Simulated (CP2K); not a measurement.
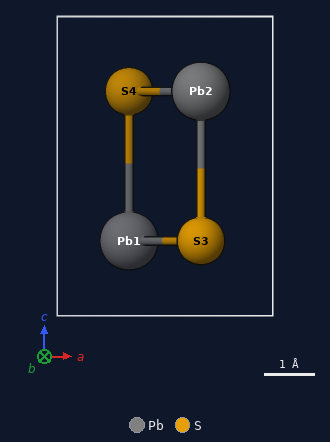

Fig. 1: The structure as given in the input (ball-and-stick view of the cell of the calculation, along the b axis; atoms are numbered from 1 in the order of the input).

# Single-point calculation of PbS

System: PbS (P6₃/mmc, 4 atoms in the cell).
Method: DFT, PBE, Gaussian and plane waves, basis DZVP-MOLOPT-SR-GTH, GTH potentials (CP2K 2026.2).

The structure was built on a prototype by a generator. The geometry comes from this level: r2SCAN.

Input file:
```
&GLOBAL
 PROJECT run
 RUN_TYPE ENERGY_FORCE
 PRINT_LEVEL LOW
&END GLOBAL
&FORCE_EVAL
 METHOD QS
 STRESS_TENSOR ANALYTICAL
 &DFT
  BASIS_SET_FILE_NAME BASIS_MOLOPT
  POTENTIAL_FILE_NAME GTH_POTENTIALS
  &QS
   EXTRAPOLATION USE_GUESS
  &END QS
  &MGRID
   CUTOFF 350
   REL_CUTOFF 50
  &END MGRID
  &XC
   &XC_FUNCTIONAL PBE
   &END XC_FUNCTIONAL
  &END XC
  &KPOINTS
   SCHEME MONKHORST-PACK 5 5 5
   SYMMETRY F
   FULL_GRID F
  &END KPOINTS
  &SCF
   ADDED_MOS 10
   EPS_SCF 1e-6
   MAX_SCF 80
   &DIAGONALIZATION
   &END DIAGONALIZATION
   &MIXING
    METHOD BROYDEN_MIXING
    ALPHA 0.3
   &END MIXING
   &SMEAR
    METHOD FERMI_DIRAC
    ELECTRONIC_TEMPERATURE [K] 232
   &END SMEAR
   &PRINT
    &ITERATION_INFO
    &END ITERATION_INFO
   &END PRINT
  &END SCF
  &PRINT
   &BAND_STRUCTURE
    FILE_NAME bands.bs
    ADDED_MOS 6
    &KPOINT_SET
     UNITS B_VECTOR
     SPECIAL_POINT 0.00000000 0.00000000 0.00000000
     NPOINTS 0
    &END KPOINT_SET
    &KPOINT_SET
     UNITS B_VECTOR
     SPECIAL_POINT 0.50000000 0.00000000 0.00000000
     NPOINTS 0
    &END KPOINT_SET
    &KPOINT_SET
     UNITS B_VECTOR
     SPECIAL_POINT 0.33333333 0.33333333 0.00000000
     NPOINTS 0
    &END KPOINT_SET
    &KPOINT_SET
     UNITS B_VECTOR
     SPECIAL_POINT 0.00000000 0.00000000 0.50000000
     NPOINTS 0
    &END KPOINT_SET
    &KPOINT_SET
     UNITS B_VECTOR
     SPECIAL_POINT 0.50000000 0.00000000 0.50000000
     NPOINTS 0
    &END KPOINT_SET
    &KPOINT_SET
     UNITS B_VECTOR
     SPECIAL_POINT 0.33333333 0.33333333 0.50000000
     NPOINTS 0
    &END KPOINT_SET
    &KPOINT_SET
     UNITS B_VECTOR
     SPECIAL_POINT 0.25000000 0.00000000 0.00000000
     NPOINTS 0
    &END KPOINT_SET
    &KPOINT_SET
     UNITS B_VECTOR
     SPECIAL_POINT 0.00000000 0.25000000 0.00000000
     NPOINTS 0
    &END KPOINT_SET
    &KPOINT_SET
     UNITS B_VECTOR
     SPECIAL_POINT 0.00000000 0.00000000 0.25000000
     NPOINTS 0
    &END KPOINT_SET
    &KPOINT_SET
     UNITS B_VECTOR
     SPECIAL_POINT 0.25000000 0.25000000 0.00000000
     NPOINTS 0
    &END KPOINT_SET
    &KPOINT_SET
     UNITS B_VECTOR
     SPECIAL_POINT 0.25000000 0.00000000 0.25000000
     NPOINTS 0
    &END KPOINT_SET
    &KPOINT_SET
     UNITS B_VECTOR
     SPECIAL_POINT 0.00000000 0.25000000 0.25000000
     NPOINTS 0
    &END KPOINT_SET
    &KPOINT_SET
     UNITS B_VECTOR
     SPECIAL_POINT 0.25000000 0.25000000 0.25000000
     NPOINTS 0
    &END KPOINT_SET
   &END BAND_STRUCTURE
  &END PRINT
 &END DFT
 &SUBSYS
  &CELL
   A 4.99708795 0.00000000 0.00000000
   B -2.49854398 4.32760511 0.00000000
   C 0.00000000 0.00000000 5.99707071
  &END CELL
  &COORD
   SCALED
   Pb 0.33333333 0.66666667 0.25000000
   Pb 0.66666667 0.33333333 0.75000000
   S 0.66666667 0.33333333 0.25000000
   S 0.33333333 0.66666667 0.75000000
  &END COORD
  &KIND Pb
   BASIS_SET DZVP-MOLOPT-SR-GTH
   POTENTIAL GTH-PBE
  &END KIND
  &KIND S
   BASIS_SET DZVP-MOLOPT-SR-GTH
   POTENTIAL GTH-PBE
  &END KIND
 &END SUBSYS
 &PRINT
  &STRESS_TENSOR
  &END STRESS_TENSOR
  &FORCES
  &END FORCES
 &END PRINT
&END FORCE_EVAL
```

Run on 2 threads of Arm Neoverse V1, 24 GiB of memory available, shared host.

Run as:
```bash
cp2k.psmp -i run.inp
```

The program's output:
```
mq8w_e

 CP2K| version string:                                       CP2K version 2026.2
 CP2K|            -lib tblite libvori libbqb
 CP2K| Input file name                                                   run.inp

 GLOBAL| Force Environment number                                              1
 GLOBAL| Cholesky decomposition library                                ScaLAPACK
 GLOBAL| Direct generalized diagonalization requested                          F
 GLOBAL| Matrix multiplication library                                 ScaLAPACK

 GENERATE|  Preliminary Number of Bonds generated:                             0
 GENERATE|  Achieved consistency in connectivity generation.

 *******************************************************************************
 *******************************************************************************
 **                                                                           **
 **     #####                         ##              ##                      **
 **    ##   ##            ##          ##              ##                      **
 **   ##     ##                       ##            ######                    **
 **   ##     ##  ##   ##  ##   #####  ##  ##   ####   ##    #####    #####    **
 **   ##     ##  ##   ##  ##  ##      ## ##   ##      ##   ##   ##  ##   ##   **
 **   ##  ## ##  ##   ##  ##  ##      ####     ###    ##   ######   ######    **
 **    ##  ###   ##   ##  ##  ##      ## ##      ##   ##   ##       ##        **
 **     #######   #####   ##   #####  ##  ##  ####    ##    #####   ##        **
 **           ##                                                    ##        **
 **                                                                           **
 **                                                ... make the atoms dance   **
 **                                                                           **
 **                      J. Chem. Phys. 152, 194103 (2020)                    **
 **                                                                           **
 *******************************************************************************

 TOTAL NUMBERS AND MAXIMUM NUMBERS

  Total number of            - Atomic kinds:                                   2
                             - Atoms:                                          4
                             - Shell sets:                                     4
                             - Shells:                                        20
                             - Primitive Cartesian functions:                 18
                             - Cartesian basis functions:                     56
                             - Spherical basis functions:                     52

  Maximum angular momentum of- Orbital basis functions:                        2
                             - Local part of the GTH pseudopotential:          0
                             - Non-local part of the GTH pseudopotential:      4

 SCF PARAMETERS         Density guess:                                    ATOMIC
                        --------------------------------------------------------
                        max_scf:                                              80
                        max_scf_history:                                       0
                        max_diis:                                              4
                        --------------------------------------------------------
                        eps_scf:                                        1.00E-06
                        eps_scf_history:                                0.00E+00
                        eps_diis:                                       1.00E-01
                        eps_eigval:                                     1.00E-05
                        --------------------------------------------------------
                        level_shift [a.u.]:                             0.000000
                        added MOs                                        10    0
                        --------------------------------------------------------
                        Mixing method:                            BROYDEN_MIXING
                                                charge density mixing in g-space
                        --------------------------------------------------------
                        Smear method:                                FERMI_DIRAC
                        Electronic temperature [K]:                        232.0
                        Electronic temperature [a.u.]:                  7.35E-04
                        Accuracy threshold:                             1.00E-10
                        --------------------------------------------------------
                        No outer SCF

 Extrapolation method: initial_guess

 Number of electrons:                                                         20
 Number of occupied orbitals:                                                 10
 Number of molecular orbitals:                                                20

 Number of orbital functions:                                                 52
 Number of independent orbital functions:                                     52

 SCF WAVEFUNCTION OPTIMIZATION

  ------------------------------------------------------------------------------
     1 NoMix/Diag. 0.30E+00    0.4     0.44570178       -27.5303351011 -2.75E+01
     2 Broy./Diag. 0.30E+00    0.6     0.10946917       -26.8440709514  6.86E-01
     3 Broy./Diag. 0.30E+00    0.6     0.06612178       -27.4849358780 -6.41E-01
     4 Broy./Diag. 0.30E+00    0.6     0.00806211       -27.6623121552 -1.77E-01
     5 Broy./Diag. 0.30E+00    0.6     0.00578388       -27.6000740675  6.22E-02
     6 Broy./Diag. 0.30E+00    0.6     0.00040886       -27.6310757257 -3.10E-02
     7 Broy./Diag. 0.30E+00    0.6     0.00025088       -27.6312280267 -1.52E-04
     8 Broy./Diag. 0.30E+00    0.6     0.00002598       -27.6325729394 -1.34E-03
     9 Broy./Diag. 0.30E+00    0.6     0.00001957       -27.6328372303 -2.64E-04
    10 Broy./Diag. 0.30E+00    0.6     0.00000023       -27.6328265740  1.07E-05

  *** SCF run converged in    10 steps ***

  Electronic density on regular grids:        -20.0000000000        0.0000000000
  Core density on regular grids:               19.9999999948       -0.0000000052
  Total charge density on r-space grids:       -0.0000000052
  Total charge density g-space grids:          -0.0000000052

  Overlap energy of the core charge distribution:               0.00000000000812
  Self energy of the core charge distribution:                -62.97778462968014
  Core Hamiltonian energy:                                     13.69706215787407
  Hartree energy:                                              28.12010685026752
  Exchange-correlation energy:                                 -6.47221095242577
  Electronic entropic energy:                                  -0.00000000000000
  Fermi energy:                                                 0.10550672531572

  Total energy:                                               -27.63282657395620
  Total energy (extrapolated to T->0):                        -27.63282657395620

 KPOINTS| Band Structure Calculation
 KPOINTS| Number of k-point sets                                              13
 KPOINTS| Number of added MOs/bands                                            6
 KPOINTS| Number of k-points in set    1                                       1
 KPOINTS| In units of b-vector [2pi/Bohr]
 KPOINTS| Special point     1 not specifi     0.000000     0.000000     0.000000
 KPOINTS| Time for k-point line                                            0.003
 KPOINTS| Number of k-points in set    2                                       1
 KPOINTS| In units of b-vector [2pi/Bohr]
 KPOINTS| Special point     1 not specifi     0.500000     0.000000     0.000000
 KPOINTS| Time for k-point line                                            0.003
 KPOINTS| Number of k-points in set    3                                       1
 KPOINTS| In units of b-vector [2pi/Bohr]
 KPOINTS| Special point     1 not specifi     0.333333     0.333333     0.000000
 KPOINTS| Time for k-point line                                            0.003
 KPOINTS| Number of k-points in set    4                                       1
 KPOINTS| In units of b-vector [2pi/Bohr]
 KPOINTS| Special point     1 not specifi     0.000000     0.000000     0.500000
 KPOINTS| Time for k-point line                                            0.002
 KPOINTS| Number of k-points in set    5                                       1
 KPOINTS| In units of b-vector [2pi/Bohr]
 KPOINTS| Special point     1 not specifi     0.500000     0.000000     0.500000
 KPOINTS| Time for k-point line                                            0.003
 KPOINTS| Number of k-points in set    6                                       1
 KPOINTS| In units of b-vector [2pi/Bohr]
 KPOINTS| Special point     1 not specifi     0.333333     0.333333     0.500000
 KPOINTS| Time for k-point line                                            0.002
 KPOINTS| Number of k-points in set    7                                       1
 KPOINTS| In units of b-vector [2pi/Bohr]
 KPOINTS| Special point     1 not specifi     0.250000     0.000000     0.000000
 KPOINTS| Time for k-point line                                            0.003
 KPOINTS| Number of k-points in set    8                                       1
 KPOINTS| In units of b-vector [2pi/Bohr]
 KPOINTS| Special point     1 not specifi     0.000000     0.250000     0.000000
 KPOINTS| Time for k-point line                                            0.002
 KPOINTS| Number of k-points in set    9                                       1
 KPOINTS| In units of b-vector [2pi/Bohr]
 KPOINTS| Special point     1 not specifi     0.000000     0.000000     0.250000
 KPOINTS| Time for k-point line                                            0.002
 KPOINTS| Number of k-points in set   10                                       1
 KPOINTS| In units of b-vector [2pi/Bohr]
 KPOINTS| Special point     1 not specifi     0.250000     0.250000     0.000000
 KPOINTS| Time for k-point line                                            0.002
 KPOINTS| Number of k-points in set   11                                       1
 KPOINTS| In units of b-vector [2pi/Bohr]
 KPOINTS| Special point     1 not specifi     0.250000     0.000000     0.250000
 KPOINTS| Time for k-point line                                            0.002
 KPOINTS| Number of k-points in set   12                                       1
 KPOINTS| In units of b-vector [2pi/Bohr]
 KPOINTS| Special point     1 not specifi     0.000000     0.250000     0.250000
 KPOINTS| Time for k-point line                                            0.002
 KPOINTS| Number of k-points in set   13                                       1
 KPOINTS| In units of b-vector [2pi/Bohr]
 KPOINTS| Special point     1 not specifi     0.250000     0.250000     0.250000
 KPOINTS| Time for k-point line                                            0.002

 ENERGY| Total FORCE_EVAL ( QS ) energy [hartree]            -27.632820095826382

 FORCES| Atomic forces [hartree/bohr]
 FORCES|   Atom     x               y               z               |f|
 FORCES|      1  3.22204268E-09 -1.00772904E-08  2.23251019E-12   1.05798557E-08
 FORCES|      2 -3.22204160E-09  8.24972896E-09 -2.23320438E-12   8.85661250E-09
 FORCES|      3 -2.61983165E-09  5.50603516E-09 -3.05591976E-11   6.09761223E-09
 FORCES|      4  2.61983108E-09 -3.67848050E-09  3.05621365E-11   4.51615630E-09
 FORCES| Sum     4.95993658E-16 -6.79371456E-15  2.24477682E-15
 FORCES| Total atomic force                                       7.17213986E-15

 STRESS| Analytical stress tensor [bar]
 STRESS|                        x                   y                   z
 STRESS|      x        9.39464214629E+03   4.73335692698E-03   1.72623658187E-09
 STRESS|      y        4.73335692698E-03   9.39470285114E+03   2.29301187192E-10
 STRESS|      z        1.72623658187E-09   2.29301187192E-10   6.19109144416E+03
 STRESS| 1/3 Trace                                             8.32681214720E+03
 STRESS| Determinant                                           5.46424934422E+11

 STRESS| Eigenvectors and eigenvalues of the analytical stress tensor [bar]
 STRESS|                        1                   2                   3
 STRESS| Eigenvalues   6.19109144416E+03   9.39464177943E+03   9.39470321800E+03
 STRESS|      x          -0.000000000001      0.997009958939      0.077273163371
 STRESS|      y          -0.000000000000     -0.077273163371      0.997009958939
 STRESS|      z           1.000000000000      0.000000000001      0.000000000000
```

Summary:

- outcome: converged
- space group (tolerance 0.01 Å): P6₃/mmc (194)
- electrons treated: 20
- free energy: −751.9273 eV
- band gap: 1.36 eV
- pressure: 0.83 GPa
- largest force (length of the vector): under 0.001 eV/Å
- wall time: 7.3 s (CPU time 13 s)
- peak memory: 0.31 GiB

Remarks:

Spin–orbit coupling is left out, which matters for Pb.
